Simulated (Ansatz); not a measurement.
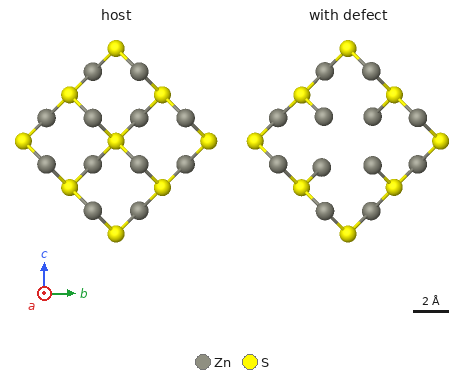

Left: perfect ZnS. Right: the same region with one point defect, after relaxing the atoms in a supercell of 64 sites. Style: ball-and-stick. Shown: the atoms within 5.4 Å of one point, in a slice 4.2 Å thick across the line of sight, along the a axis.

Method: DFT, PBEsol, PAW, plane waves (Ansatz). (plane-wave cutoff 420 eV; k-point mesh 1 × 1 × 1; mesh shifted by (0.25, 0.25, 0.25); collinear spin) Fermi-Dirac smearing of 0.01 eV. A uniform background neutralises the charged cell. The axes drawn are those of the host's conventional cell.

What kind of defect was made?

A sulfur atom is taken out (a vacancy).

The charge state of the cell is +1.

How does the lattice respond?

Around the empty S site the host had 4 Zn at 2.32 Å; after relaxation the nearest atoms are 4 Zn at 2.44 to 2.63 Å. Of the host's atoms, a zinc atom moves furthest from its site, by 0.31 Å. The cell's net moment is 1.00 μB.

Limits of the set-up: the cell is charged, on a uniform background, and energies carry no finite-size correction.
